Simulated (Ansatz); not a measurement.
## Electronic structure of Sb2S3 in real space

Input

```
crystal:
  lattice:
    - [11.311, 0.0, 0.0]
    - [0.0, 3.8389, 0.0]
    - [0.0, 0.0, 11.223]
  atoms:
    - { symbol: Sb, position: [0.47061, 0.25, 0.32595] }
    - { symbol: Sb, position: [0.02939, 0.75, 0.82595] }
    - { symbol: Sb, position: [0.97061, 0.25, 0.17405] }
    - { symbol: Sb, position: [0.52939, 0.75, 0.67405] }
    - { symbol: Sb, position: [0.35059, 0.75, 0.03602] }
    - { symbol: Sb, position: [0.14941, 0.25, 0.53602] }
    - { symbol: Sb, position: [0.85059, 0.75, 0.46398] }
    - { symbol: Sb, position: [0.64941, 0.25, 0.96398] }
    - { symbol: S, position: [0.29214, 0.25, 0.19181] }
    - { symbol: S, position: [0.20786, 0.75, 0.69181] }
    - { symbol: S, position: [0.79214, 0.25, 0.30819] }
    - { symbol: S, position: [0.70786, 0.75, 0.80819] }
    - { symbol: S, position: [0.5498, 0.75, 0.123] }
    - { symbol: S, position: [0.9502, 0.25, 0.623] }
    - { symbol: S, position: [0.0498, 0.75, 0.377] }
    - { symbol: S, position: [0.4502, 0.25, 0.877] }
    - { symbol: S, position: [0.3751, 0.75, 0.4389] }
    - { symbol: S, position: [0.1249, 0.25, 0.9389] }
    - { symbol: S, position: [0.8751, 0.75, 0.0611] }
    - { symbol: S, position: [0.6249, 0.25, 0.5611] }
scf:
  occupations: { method: fixed }
output:
  forces: true
  stress: true
  eigenvalues: true
  write_density: true
  write_potential: true
  elf: true
  volumetric_format: npy
hamiltonian:
  xc: pbesol
basis:
  ecutwfc: 420
kpoints:
  mp_grid: { grid: [4, 8, 4] }
relax:
  f_tol: 0.003
  max_steps: 60
  cell: { stress_tol: 0.02, p_target: 0 }
```

Run with:

```sh
ansatz run input.yaml --threads 8 --pin off --max-ram 24576MiB --backend cpu --events-out ev --progress --plain --runs-dir out
```

Below, planes, directions and counts refer to the conventional cell (a = 11.29 Å, b = 3.83 Å, c = 10.92 Å, α = 90.00°, β = 90.00°, γ = 90.00°).

The fields are those of the relaxed geometry.

Space group Pnma.

Theory: Ansatz, DFT PBEsol, scalar-relativistic, plane waves, PAW.

Core electrons are frozen (PAW), and the valence fields are smoothed inside the atomic spheres.

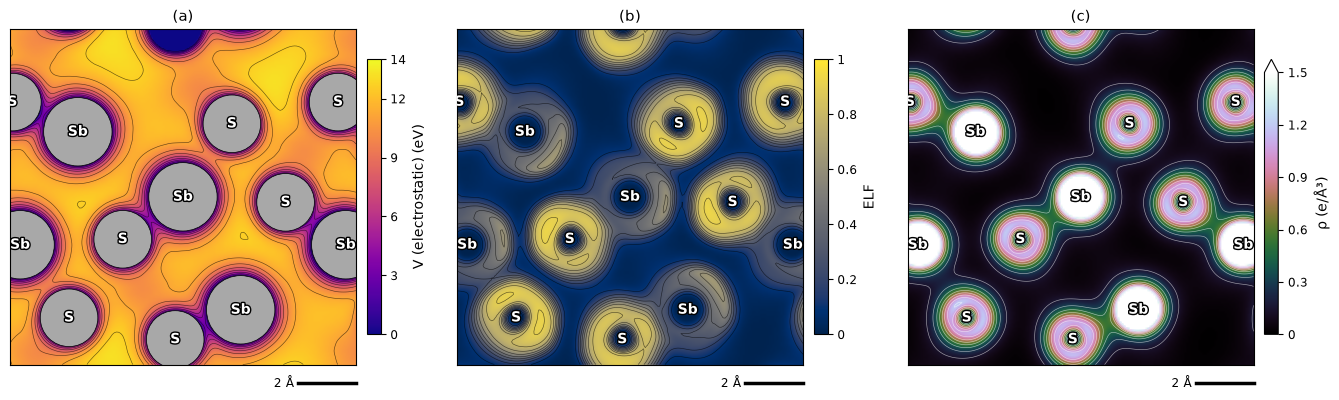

Figure 1. (a) electrostatic potential (local pseudopotential plus Hartree) felt by an electron; (b) ELF; (c) valence electron density on the (010) plane of the conventional cell. Grey discs cover the atomic cores in the potential map.

Read the bonding off the picture.

- The plane passes through Sb and S nuclei.
- Sb–S (2.49 Å): ρ at the midpoint is about 0.54 e/Å³; the ELF peaks at about 0.85 in the valence shell of S, 0.8 Å from its nucleus, and is about 0.60 at the midpoint.
- Sb–S (2.55 Å): ρ at the midpoint is about 0.49 e/Å³; the ELF peaks at about 0.85 in the valence shell of S, 0.8 Å from its nucleus, and is about 0.60 at the midpoint.
- Between the atoms the lowest density in this plane is 0.01 e/Å³.
- The ELF also peaks beside S, away from the bonds: lone-pair regions.
- Outside the cores the potential energy rises away from the atoms and is highest about 2.0 Å from the nearest atoms; its zero is arbitrary.

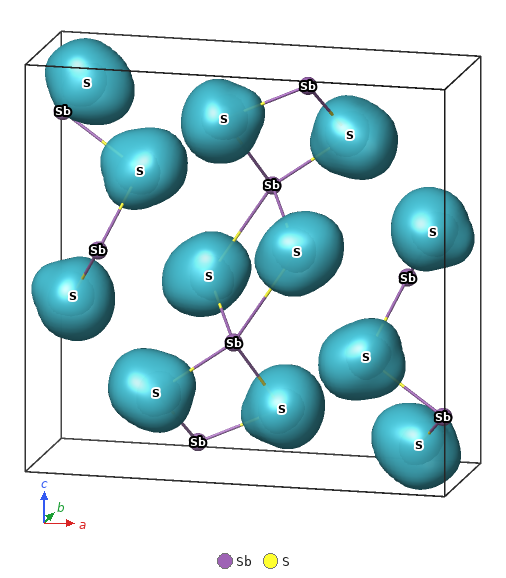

Figure 2. Isosurface of the ELF at 0.75 (cyan), seen slightly off an axis. Core shells and regions of very low density are left out. Sticks mark near contacts.

Identify the bonds, lone pairs and shells in this picture.

The surface consists of twelve regions wrapped around S (the valence shell of each), counted in one cell of 20 atoms. Regions shared between cells count once.

Does the calculation give a band gap?

It is gapped, with a Kohn–Sham gap of 1.2 eV on the k-point mesh, an upper bound to the gap of this method.
